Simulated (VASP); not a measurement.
## Run report: WS$_{2}$, band-structure run (part 1 of 2)

WS$_{2}$ (6 atoms in the cell), computed with Kohn-Sham DFT of a periodic cell, r2SCAN, VASP PAW PBE potentials, recommended, no spin polarisation (VASP 6.6.1).

The structure derives from an entry of the Crystallography Open Database.

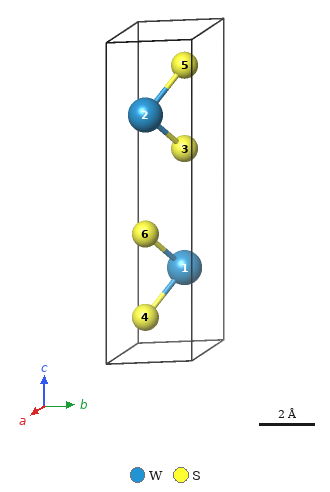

Fig. 1: The structure (ball-and-stick view of the cell of the calculation, seen slightly off an axis; atoms are numbered from 1 in the order of the input). An atom can appear more than once, as a periodic image. Near neighbours in the periodic cell (some may lie outside the picture): W has 6 S at 2.41 Å; S has 3 W at 2.41 Å.

### Key numbers

- outcome: converged
- space group (tolerance 0.01 Å): P6₃/mmc (194)
- electrons treated: 52
- free energy: −140.0688 eV
- gap on the k-point mesh: 1.01 eV
- gap on the band path: 1.01 eV
- pressure: 2.38 GPa
- largest force (length of the vector): 0.266 eV/Å
- hardware: 2 threads of Intel Xeon (Emerald Rapids), 450 GiB of memory available, shared host
- wall time: 9.7 min (CPU time 19 min)
- peak memory: 0.32 GiB

Spin–orbit coupling is left out, which matters for W.

### INCAR
```
SYSTEM = WS2
  PREC = Accurate
  ENCUT = 520
  EDIFF = 1E-7
  ISMEAR = 0
  SIGMA = 0.03
  LREAL = .False.
  LASPH = .True.
  NELM = 80
  ALGO = Normal
  ISIF = 2
  LWAVE = .False.
  LCHARG = .False.
  LMAXMIX = 4
  METAGGA = R2SCAN
  LMIXTAU = .True.
  KPAR = 2
```

### KPOINTS
```
Automatic mesh
0
Gamma
  12 12 3
  0 0 0
```

### KPOINTS_OPT
```
explicit points
168
Reciprocal
 0.0000000000  0.0000000000  0.0000000000 1
 0.0555555556  0.0000000000  0.0000000000 1
 0.1111111111  0.0000000000  0.0000000000 1
 0.1666666667  0.0000000000  0.0000000000 1
 0.2222222222  0.0000000000  0.0000000000 1
 0.2777777778  0.0000000000  0.0000000000 1
 0.3333333333  0.0000000000  0.0000000000 1
 0.3888888889  0.0000000000  0.0000000000 1
 0.4444444444  0.0000000000  0.0000000000 1
 0.5000000000  0.0000000000  0.0000000000 1
 0.5000000000  0.0000000000  0.0000000000 1
 0.4814814815  0.0370370370  0.0000000000 1
 0.4629629630  0.0740740741  0.0000000000 1
 0.4444444444  0.1111111111  0.0000000000 1
 0.4259259259  0.1481481481  0.0000000000 1
 0.4074074074  0.1851851852  0.0000000000 1
 0.3888888889  0.2222222222  0.0000000000 1
 0.3703703703  0.2592592592  0.0000000000 1
 0.3518518518  0.2962962963  0.0000000000 1
 0.3333333333  0.3333333333  0.0000000000 1
 0.3333333333  0.3333333333  0.0000000000 1
 0.2962962963  0.2962962963  0.0000000000 1
 0.2592592592  0.2592592592  0.0000000000 1
 0.2222222222  0.2222222222  0.0000000000 1
 0.1851851852  0.1851851852  0.0000000000 1
 0.1481481481  0.1481481481  0.0000000000 1
 0.1111111111  0.1111111111  0.0000000000 1
 0.0740740741  0.0740740741  0.0000000000 1
 0.0370370370  0.0370370370  0.0000000000 1
 0.0000000000  0.0000000000  0.0000000000 1
 0.0000000000  0.0000000000  0.0000000000 1
 0.0000000000  0.0000000000  0.0555555556 1
 0.0000000000  0.0000000000  0.1111111111 1
 0.0000000000  0.0000000000  0.1666666667 1
 0.0000000000  0.0000000000  0.2222222222 1
 0.0000000000  0.0000000000  0.2777777778 1
 0.0000000000  0.0000000000  0.3333333333 1
 0.0000000000  0.0000000000  0.3888888889 1
 0.0000000000  0.0000000000  0.4444444444 1
 0.0000000000  0.0000000000  0.5000000000 1
 0.0000000000  0.0000000000  0.5000000000 1
 0.0555555556  0.0000000000  0.5000000000 1
 0.1111111111  0.0000000000  0.5000000000 1
 0.1666666667  0.0000000000  0.5000000000 1
 0.2222222222  0.0000000000  0.5000000000 1
 0.2777777778  0.0000000000  0.5000000000 1
 0.3333333333  0.0000000000  0.5000000000 1
 0.3888888889  0.0000000000  0.5000000000 1
 0.4444444444  0.0000000000  0.5000000000 1
 0.5000000000  0.0000000000  0.5000000000 1
 0.5000000000  0.0000000000  0.5000000000 1
 0.4814814815  0.0370370370  0.5000000000 1
 0.4629629630  0.0740740741  0.5000000000 1
 0.4444444444  0.1111111111  0.5000000000 1
 0.4259259259  0.1481481481  0.5000000000 1
 0.4074074074  0.1851851852  0.5000000000 1
 0.3888888889  0.2222222222  0.5000000000 1
 0.3703703703  0.2592592592  0.5000000000 1
 0.3518518518  0.2962962963  0.5000000000 1
 0.3333333333  0.3333333333  0.5000000000 1
 0.3333333333  0.3333333333  0.5000000000 1
 0.2962962963  0.2962962963  0.5000000000 1
 0.2592592592  0.2592592592  0.5000000000 1
 0.2222222222  0.2222222222  0.5000000000 1
 0.1851851852  0.1851851852  0.5000000000 1
 0.1481481481  0.1481481481  0.5000000000 1
 0.1111111111  0.1111111111  0.5000000000 1
 0.0740740741  0.0740740741  0.5000000000 1
 0.0370370370  0.0370370370  0.5000000000 1
 0.0000000000  0.0000000000  0.5000000000 1
 0.5000000000  0.0000000000  0.5000000000 1
 0.5000000000  0.0000000000  0.4444444444 1
 0.5000000000  0.0000000000  0.3888888889 1
 0.5000000000  0.0000000000  0.3333333333 1
 0.5000000000  0.0000000000  0.2777777778 1
 0.5000000000  0.0000000000  0.2222222222 1
 0.5000000000  0.0000000000  0.1666666667 1
 0.5000000000  0.0000000000  0.1111111111 1
 0.5000000000  0.0000000000  0.0555555556 1
 0.5000000000  0.0000000000  0.0000000000 1
 0.3333333333  0.3333333333  0.0000000000 1
 0.3333333333  0.3333333333  0.0555555556 1
 0.3333333333  0.3333333333  0.1111111111 1
 0.3333333333  0.3333333333  0.1666666667 1
 0.3333333333  0.3333333333  0.2222222222 1
 0.3333333333  0.3333333333  0.2777777778 1
 0.3333333333  0.3333333333  0.3333333333 1
 0.3333333333  0.3333333333  0.3888888889 1
 0.3333333333  0.3333333333  0.4444444444 1
 0.3333333333  0.3333333333  0.5000000000 1
 0.0000000000  0.0000000000  0.0000000000 1
 0.0060733500 -0.0030366800  0.0000000000 1
-0.0060733500  0.0030366800  0.0000000000 1
 0.0177139500 -0.0088569700  0.0000000000 1
-0.0177139500  0.0088569700  0.0000000000 1
 0.0000000000  0.0052596800  0.0000000000 1
 0.0000000000 -0.0052596800  0.0000000000 1
 0.0000000000  0.0153407300  0.0000000000 1
 0.0000000000 -0.0153407300  0.0000000000 1
 0.0000000000  0.0000000000  0.0238732400 1
 0.0000000000  0.0000000000 -0.0238732400 1
 0.0000000000  0.0000000000  0.0696302900 1
 0.0000000000  0.0000000000 -0.0696302900 1
 0.0000000000  0.0000000000  0.5000000000 1
 0.0060733500 -0.0030366800  0.5000000000 1
-0.0060733500  0.0030366800  0.5000000000 1
 0.0177139500 -0.0088569700  0.5000000000 1
-0.0177139500  0.0088569700  0.5000000000 1
 0.0000000000  0.0052596800  0.5000000000 1
 0.0000000000 -0.0052596800  0.5000000000 1
 0.0000000000  0.0153407300  0.5000000000 1
 0.0000000000 -0.0153407300  0.5000000000 1
 0.0000000000  0.0000000000  0.5238732400 1
 0.0000000000  0.0000000000  0.4761267600 1
 0.0000000000  0.0000000000  0.5696302900 1
 0.0000000000  0.0000000000  0.4303697100 1
 0.3333333300  0.3333333300  0.5000000000 1
 0.3394066900  0.3302966600  0.5000000000 1
 0.3272599800  0.3363700100  0.5000000000 1
 0.3510472800  0.3244763600  0.5000000000 1
 0.3156193900  0.3421903100  0.5000000000 1
 0.3333333300  0.3385930100  0.5000000000 1
 0.3333333300  0.3280736600  0.5000000000 1
 0.3333333300  0.3486740600  0.5000000000 1
 0.3333333300  0.3179926100  0.5000000000 1
 0.3333333300  0.3333333300  0.5238732400 1
 0.3333333300  0.3333333300  0.4761267600 1
 0.3333333300  0.3333333300  0.5696302900 1
 0.3333333300  0.3333333300  0.4303697100 1
 0.3333333300  0.3333333300  0.0000000000 1
 0.3394066900  0.3302966600  0.0000000000 1
 0.3272599800  0.3363700100  0.0000000000 1
 0.3510472800  0.3244763600  0.0000000000 1
 0.3156193900  0.3421903100  0.0000000000 1
 0.3333333300  0.3385930100  0.0000000000 1
 0.3333333300  0.3280736600  0.0000000000 1
 0.3333333300  0.3486740600  0.0000000000 1
 0.3333333300  0.3179926100  0.0000000000 1
 0.3333333300  0.3333333300  0.0238732400 1
 0.3333333300  0.3333333300 -0.0238732400 1
 0.3333333300  0.3333333300  0.0696302900 1
 0.3333333300  0.3333333300 -0.0696302900 1
 0.5000000000  0.0000000000  0.5000000000 1
 0.5060733500 -0.0030366800  0.5000000000 1
 0.4939266500  0.0030366800  0.5000000000 1
 0.5177139500 -0.0088569700  0.5000000000 1
 0.4822860500  0.0088569700  0.5000000000 1
 0.5000000000  0.0052596800  0.5000000000 1
 0.5000000000 -0.0052596800  0.5000000000 1
 0.5000000000  0.0153407300  0.5000000000 1
 0.5000000000 -0.0153407300  0.5000000000 1
 0.5000000000  0.0000000000  0.5238732400 1
 0.5000000000  0.0000000000  0.4761267600 1
 0.5000000000  0.0000000000  0.5696302900 1
 0.5000000000  0.0000000000  0.4303697100 1
 0.5000000000  0.0000000000  0.0000000000 1
 0.5060733500 -0.0030366800  0.0000000000 1
 0.4939266500  0.0030366800  0.0000000000 1
 0.5177139500 -0.0088569700  0.0000000000 1
 0.4822860500  0.0088569700  0.0000000000 1
 0.5000000000  0.0052596800  0.0000000000 1
 0.5000000000 -0.0052596800  0.0000000000 1
 0.5000000000  0.0153407300  0.0000000000 1
 0.5000000000 -0.0153407300  0.0000000000 1
 0.5000000000  0.0000000000  0.0238732400 1
 0.5000000000  0.0000000000 -0.0238732400 1
 0.5000000000  0.0000000000  0.0696302900 1
 0.5000000000  0.0000000000 -0.0696302900 1
```

### POSCAR
```
WS2                                     
1.0
    3.1541041060     -0.0000000000     -0.0000000000
   -1.5770520530      2.7315342820      0.0000000000
   -0.0000000000     -0.0000000000     12.1422919333
  W               S             
     2     4
Direct
     0.3333333332999970    0.6666666667000030    0.2500000000000000
     0.6666666667000030    0.3333333332999970    0.7500000000000000
     0.3333333332999970    0.6666666667000030    0.6203012366569965
     0.6666666667000030    0.3333333332999970    0.1203012366569965
     0.3333333332999970    0.6666666667000030    0.8796987633430035
     0.6666666667000030    0.3333333332999970    0.3796987633430035
```

Run as:
```bash
cat potpaw_PBE.64/W_sv/POTCAR potpaw_PBE.64/S/POTCAR > POTCAR
mpirun -np 2 vasp_std > vasp.out
```

### OSZICAR
```
N       E                     dE             d eps       ncg     rms          rms(c)
DAV:   1     0.437711850769E+03    0.43771E+03   -0.29606E+04  2572   0.172E+03
DAV:   2    -0.118626276834E+03   -0.55634E+03   -0.54455E+03  2787   0.466E+02
DAV:   3    -0.154115230109E+03   -0.35489E+02   -0.35081E+02  2942   0.107E+02
DAV:   4    -0.155035334546E+03   -0.92010E+00   -0.91622E+00  2903   0.176E+01
DAV:   5    -0.155061355906E+03   -0.26021E-01   -0.26006E-01  2940   0.288E+00    0.409E+01
DAV:   6    -0.147953309371E+03    0.71080E+01   -0.12324E+01  2842   0.265E+01    0.171E+01
DAV:   7    -0.142098560436E+03    0.58547E+01   -0.31568E+00  2954   0.913E+00    0.500E+00
DAV:   8    -0.142323262065E+03   -0.22470E+00   -0.10161E+00  3076   0.729E+00    0.336E+00
DAV:   9    -0.139475356179E+03    0.28479E+01   -0.50380E-01  2601   0.450E+00    0.120E+00
DAV:  10    -0.139679534137E+03   -0.20418E+00   -0.19350E-01  2805   0.303E+00    0.396E-01
[... 56 further cycles ...]
DAV:   1     0.457607928522E+05   -0.32365E+05     1080
DAV:   2     0.370145642840E+05   -0.87462E+04     1108
DAV:   3     0.364097930810E+05   -0.60477E+03     1274
DAV:   4     0.363966990210E+05   -0.13094E+02     1224
DAV:   5     0.363963622642E+05   -0.33676E+00     1270
DAV:   6     0.363963521194E+05   -0.10145E-01     1248
DAV:   7     0.363963518331E+05   -0.28636E-03     1286
DAV:   8     0.363963518202E+05   -0.12837E-04     1248
DAV:   9     0.363963518195E+05   -0.74098E-06     1044
DAV:  10     0.363963518194E+05   -0.40956E-07      832
```

### Parts of OUTCAR
```
SYSTEM = WS2
   PREC = Accurate
   ENCUT = 520
   EDIFF = 1E-7
   ISMEAR = 0
   LREAL = .False.
   LASPH = .True.
   NELM = 80
   ISIF = 2
   METAGGA = R2SCAN

 ion  position               nearest neighbor table
   1  0.333  0.667  0.250-   4 2.41   6 2.41   4 2.41   6 2.41   4 2.41   6 2.41
   2  0.667  0.333  0.750-   3 2.41   5 2.41   3 2.41   5 2.41   3 2.41   5 2.41
   3  0.333  0.667  0.620-   2 2.41   2 2.41   2 2.41
   4  0.667  0.333  0.120-   1 2.41   1 2.41   1 2.41
   5  0.333  0.667  0.880-   2 2.41   2 2.41   2 2.41
   6  0.667  0.333  0.380-   1 2.41   1 2.41   1 2.41

  LATTYP: Found a hexagonal cell.
 ALAT       =     3.1541041060
 C/A-ratio  =     3.8496801390

  Lattice vectors:

 A1 = (   3.1541041060,   0.0000000000,   0.0000000000)
 A2 = (  -1.5770520530,   2.7315342820,   0.0000000000)
 A3 = (   0.0000000000,   0.0000000000,  12.1422919333)

Analysis of symmetry for initial positions (statically):
=====================================================================
 Subroutine PRICEL returns:
 Original cell was already a primitive cell.

 Routine SETGRP: Setting up the symmetry group for a
 hexagonal supercell.

 Subroutine GETGRP returns: Found 24 space group operations
 (whereof 12 operations were pure point group operations)
 out of a pool of 24 trial point group operations.

The static configuration has the point symmetry D_3d.
 The point group associated with its full space group is D_6h.

Analysis of symmetry for dynamics (positions and initial velocities):
=====================================================================
 Subroutine PRICEL returns:
 Original cell was already a primitive cell.

 Routine SETGRP: Setting up the symmetry group for a
 hexagonal supercell.

 Subroutine GETGRP returns: Found 24 space group operations
 (whereof 12 operations were pure point group operations)
 out of a pool of 24 trial point group operations.

The dynamic configuration has the point symmetry D_3d.
 The point group associated with its full space group is D_6h.

 Subroutine INISYM returns: Found 24 space group operations
 (whereof 12 operations are pure point group operations),
 and found     1 'primitive' translations

----------------------------------------------------------------------------------------

                                     Primitive cell

  volume of cell :     104.6124

  direct lattice vectors                    reciprocal lattice vectors
     3.154104106  0.000000000  0.000000000     0.317047240  0.183047309  0.000000000
    -1.577052053  2.731534282  0.000000000     0.000000000  0.366094618  0.000000000
     0.000000000  0.000000000 12.142291933     0.000000000  0.000000000  0.082356775

  length of vectors
     3.154104106  3.154104106 12.142291933     0.366094618  0.366094618  0.082356775

  position of ions in fractional coordinates (direct lattice)
     0.333333333  0.666666667  0.250000000
     0.666666667  0.333333333  0.750000000
     0.333333333  0.666666667  0.620301237
     0.666666667  0.333333333  0.120301237
     0.333333333  0.666666667  0.879698763
     0.666666667  0.333333333  0.379698763

  ion indices of the primitive-cell ions
   primitive index   ion index
                 1           1
                 2           2
                 3           3
                 4           4
                 5           5
                 6           6

----------------------------------------------------------------------------------------

 KPOINTS: Automatic mesh

Automatic generation of k-mesh.
 Grid dimensions read from file:
 generate k-points for:   12   12    3

 Generating k-lattice:

  Cartesian coordinates                     Fractional coordinates (reciprocal lattice)
     0.026420603  0.015253942  0.000000000     0.083333333  0.000000000  0.000000000
     0.000000000  0.030507885  0.000000000     0.000000000  0.083333333  0.000000000
     0.000000000  0.000000000  0.027452258     0.000000000  0.000000000  0.333333333

  Length of vectors
     0.030507885  0.030507885  0.027452258

  Shift w.r.t. Gamma in fractional coordinates (k-lattice)
     0.000000000  0.000000000  0.000000000

 Subroutine IBZKPT returns following result:
 ===========================================

 Found     38 irreducible k-points:
```
